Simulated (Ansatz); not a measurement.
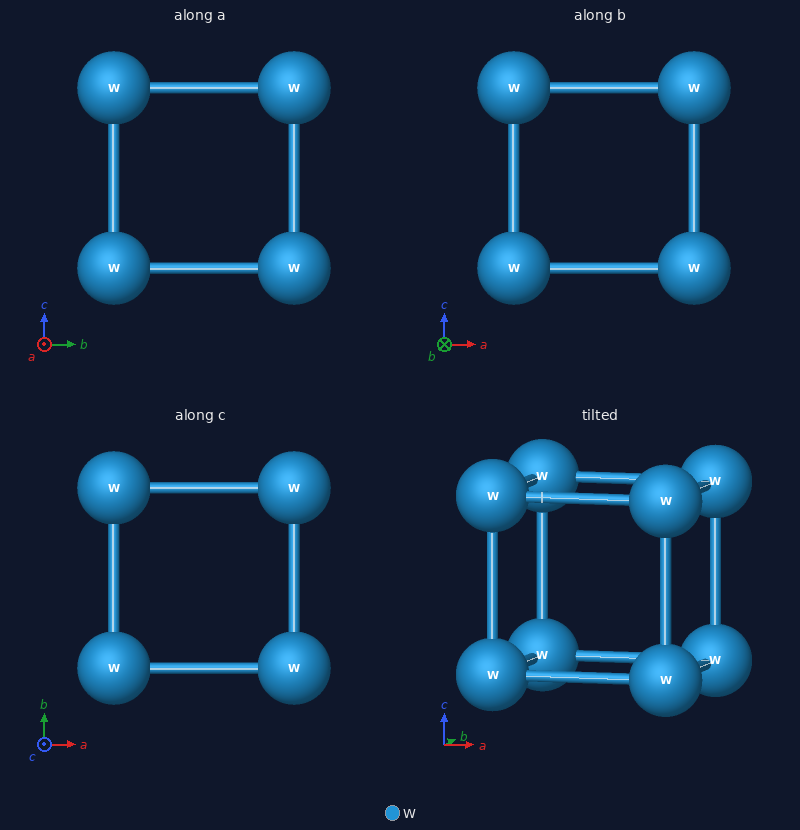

Ball-and-stick representation of a periodic structure, projected along the a axis, along the b axis, along the c axis and slightly off an axis. The edges of the conventional unit cell are marked.

Lattice parameters: a = 2.673 Å, b = 2.673 Å, c = 2.673 Å, α = 90.00°, β = 90.00°, γ = 90.00°.

> Give the structure in the form of a table of Wyckoff sites.

Space group Pm-3m (No. 221).
```tsv
atom	site	x	y	z
W	1a	0.0000	0.0000	0.0000
```

It derives from a structure type filled with this element by a generator (whether the element takes this form wasn't checked). Earlier steps of the study may have refined or changed the cell and positions. It was run through Ansatz as a DFT input.
